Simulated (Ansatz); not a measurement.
Cell and atoms:

```cif
data_structure
_symmetry_space_group_name_H-M 'P 1'
_symmetry_Int_Tables_number 1
_cell_length_a 4.7034
_cell_length_b 5.6950
_cell_length_c 5.2042
_cell_angle_alpha 90.000
_cell_angle_beta 90.000
_cell_angle_gamma 90.000
_cell_volume 139.40
loop_
_atom_site_label
_atom_site_type_symbol
_atom_site_fract_x
_atom_site_fract_y
_atom_site_fract_z
_atom_site_occupancy
Sn1 Sn 0.50000 0.66732 0.75000 1
Sn2 Sn 0.00000 0.83268 0.25000 1
Sn3 Sn 0.50000 0.33268 0.25000 1
Sn4 Sn 0.00000 0.16732 0.75000 1
O1 O 0.73101 0.60491 0.07764 1
O2 O 0.23101 0.89509 0.92236 1
O3 O 0.76899 0.89509 0.57764 1
O4 O 0.26899 0.60491 0.42236 1
O5 O 0.73101 0.39509 0.57764 1
O6 O 0.23101 0.10491 0.42236 1
O7 O 0.76899 0.10491 0.07764 1
O8 O 0.26899 0.39509 0.92236 1
```

**What would you see if this were drawn?**

Its composition is SnO₂. Space group: Pbcn (No. 60). Lattice: primitive orthorhombic. Counting shared atoms by their share gives 4 Sn, 8 O, or 12 atoms. The polyhedra are SnO6 octahedra; they share corners and edges. Sn is linked to six O in a distorted octahedral arrangement at 2.02 to 2.09 Å. The coordination shell of O holds three Sn at 2.02 to 2.09 Å. The bonds build a three-dimensional framework.

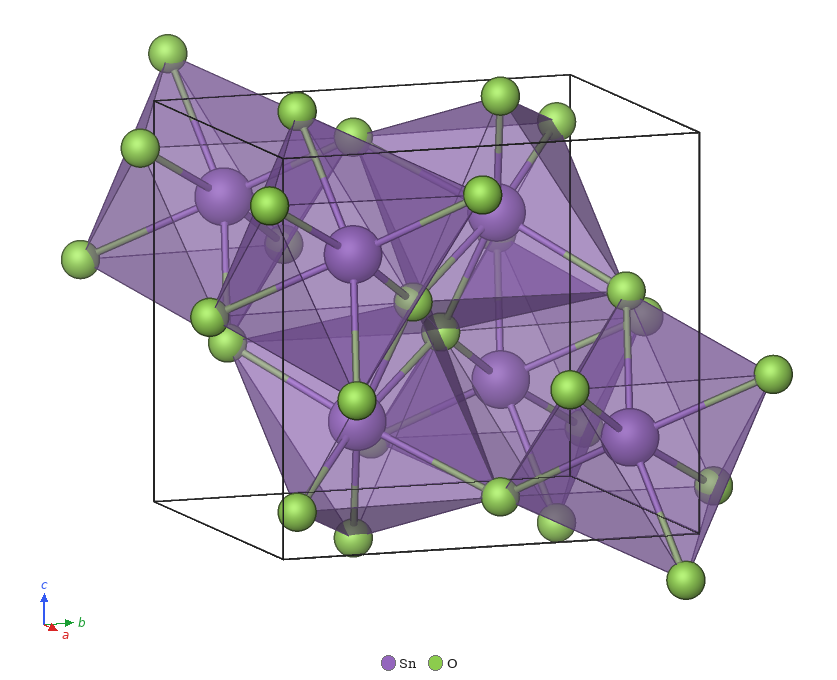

Polyhedral representation of a periodic structure, projected slightly off an axis. The conventional unit cell is outlined; an atom on or near a face, edge or corner is repeated at each equivalent position. Some atoms of the next cells are drawn as well.

The structure comes from a structure listed in the Materials Project. The atoms were relaxed in a fixed cell with DFT LDA, scalar-relativistic, plane waves, PAW (Ansatz).
